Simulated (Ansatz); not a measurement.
Consider W5S11 (cell with a defect).

Input file:

```
crystal:
  lattice:
    - [12.6388667674, 0.0, 0.0]
    - [-6.3194333837, -10.9455796956, 0.0]
    - [0.0, 0.0, -16.9394672175]
  atoms:
    - { symbol: S, position: [0.9166666667, 0.5833333333, 0.0] }
    - { symbol: W, position: [0.1666666667, 0.5833333333, 0.0] }
    - { symbol: W, position: [0.9166666667, 0.3333333333, 0.0] }
    - { symbol: W, position: [0.4166666667, 0.5833333333, 0.0] }
    - { symbol: W, position: [0.1666666667, 0.3333333333, 0.0] }
    - { symbol: W, position: [0.9166666667, 0.0833333333, 0.0] }
    - { symbol: W, position: [0.6666666667, 0.5833333333, 0.0] }
    - { symbol: W, position: [0.4166666667, 0.3333333333, 0.0] }
    - { symbol: W, position: [0.1666666667, 0.0833333333, 0.0] }
    - { symbol: W, position: [0.9166666667, 0.8333333333, 0.0] }
    - { symbol: W, position: [0.6666666667, 0.3333333333, 0.0] }
    - { symbol: W, position: [0.4166666667, 0.0833333333, 0.0] }
    - { symbol: W, position: [0.1666666667, 0.8333333333, 0.0] }
    - { symbol: W, position: [0.6666666667, 0.0833333333, 0.0] }
    - { symbol: W, position: [0.4166666667, 0.8333333333, 0.0] }
    - { symbol: W, position: [0.6666666667, 0.8333333333, 0.0] }
    - { symbol: S, position: [0.0833333333, 0.6666666667, 0.0930373794] }
    - { symbol: S, position: [0.3333333333, 0.6666666667, 0.0930373794] }
    - { symbol: S, position: [0.0833333333, 0.4166666667, 0.0930373794] }
    - { symbol: S, position: [0.5833333333, 0.6666666667, 0.0930373794] }
    - { symbol: S, position: [0.3333333333, 0.4166666667, 0.0930373794] }
    - { symbol: S, position: [0.0833333333, 0.1666666667, 0.0930373794] }
    - { symbol: S, position: [0.8333333333, 0.6666666667, 0.0930373794] }
    - { symbol: S, position: [0.5833333333, 0.4166666667, 0.0930373794] }
    - { symbol: S, position: [0.3333333333, 0.1666666667, 0.0930373794] }
    - { symbol: S, position: [0.0833333333, 0.9166666667, 0.0930373794] }
    - { symbol: S, position: [0.8333333333, 0.4166666667, 0.0930373794] }
    - { symbol: S, position: [0.5833333333, 0.1666666667, 0.0930373794] }
    - { symbol: S, position: [0.3333333333, 0.9166666667, 0.0930373794] }
    - { symbol: S, position: [0.8333333333, 0.1666666667, 0.0930373794] }
    - { symbol: S, position: [0.5833333333, 0.9166666667, 0.0930373794] }
    - { symbol: S, position: [0.8333333333, 0.9166666667, 0.0930373794] }
    - { symbol: S, position: [0.0833333333, 0.6666666667, 0.9069626206] }
    - { symbol: S, position: [0.3333333333, 0.6666666667, 0.9069626206] }
    - { symbol: S, position: [0.0833333333, 0.4166666667, 0.9069626206] }
    - { symbol: S, position: [0.5833333333, 0.6666666667, 0.9069626206] }
    - { symbol: S, position: [0.3333333333, 0.4166666667, 0.9069626206] }
    - { symbol: S, position: [0.0833333333, 0.1666666667, 0.9069626206] }
    - { symbol: S, position: [0.8333333333, 0.6666666667, 0.9069626206] }
    - { symbol: S, position: [0.5833333333, 0.4166666667, 0.9069626206] }
    - { symbol: S, position: [0.3333333333, 0.1666666667, 0.9069626206] }
    - { symbol: S, position: [0.0833333333, 0.9166666667, 0.9069626206] }
    - { symbol: S, position: [0.8333333333, 0.4166666667, 0.9069626206] }
    - { symbol: S, position: [0.5833333333, 0.1666666667, 0.9069626206] }
    - { symbol: S, position: [0.3333333333, 0.9166666667, 0.9069626206] }
    - { symbol: S, position: [0.8333333333, 0.1666666667, 0.9069626206] }
    - { symbol: S, position: [0.5833333333, 0.9166666667, 0.9069626206] }
    - { symbol: S, position: [0.8333333333, 0.9166666667, 0.9069626206] }
  host:
    lattice:
      - [3.1597166919, 0.0, 0.0]
      - [-1.5798583459, 2.7363949239, 0.0]
      - [0.0, 0.0, 16.9394672175]
    atoms:
      - { symbol: W, position: [0.3333333333, 0.6666666667, 0.0] }
      - { symbol: S, position: [0.6666666667, 0.3333333333, 0.9069626206] }
      - { symbol: S, position: [0.6666666667, 0.3333333333, 0.0930373794] }
basis:
  ecutwfc: 420
  xc_grid: 2
kpoints:
  mp_grid: { grid: [2, 2, 2], shift: [0.0, 0.0, 0.0] }
hamiltonian:
  xc: pbe
  dispersion: d3bj
scf:
  occupations: { method: gaussian, width: 0.01 }
output:
  forces: true
  stress: false
  eigenvalues: true
  charged_corrections:
    defect_position: [0.91666667, 0.58333333, 0.0]
    epsilon: [[5.6102, 0.0, 0.0], [0.0, 5.6102, 0.0], [0.0, 0.0, 1.4325]]
  write_density: true
  write_potential: true
  elf: true
  volumetric_format: npy
relax:
  adjacent_minimum: "off"
  f_tol: 0.025
  max_steps: 45
```

Run with:

```sh
ansatz run input.yaml --threads 4 --pin off --max-ram 10240MiB --backend cpu --events-out ev --progress --plain --runs-dir out
```

The fields are those of the relaxed geometry.

Theory: DFT PBE+D3(BJ), scalar-relativistic, plane waves, PAW in Ansatz.

**Predict the valence pseudo-density and electron localisation function between the atoms.**

S–S (2.37 Å): ρ at the midpoint is about 0.58 e/Å³; the ELF peaks at about 0.85 in the valence shell of S, 0.7 Å from its nucleus, and drops to about 0.60 between the two atoms.
W–S (2.41 Å): the density is about 0.63 e/Å³ at the midpoint; the ELF peaks at about 0.85 in the valence shell of S, 0.8 Å from its nucleus, and is about 0.50 at the midpoint.

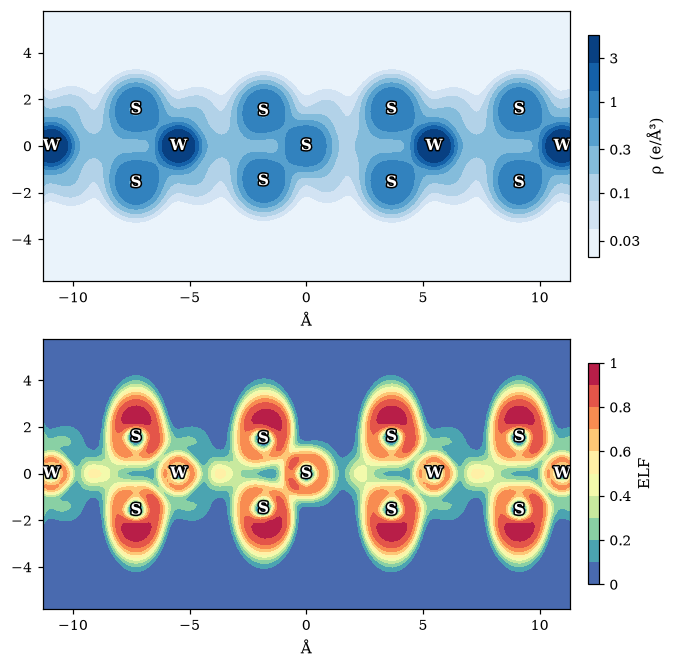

Computed valence pseudo-density and electron localisation function on the (110) plane of the calculation cell, a cut from vacuum to vacuum, in this order. 
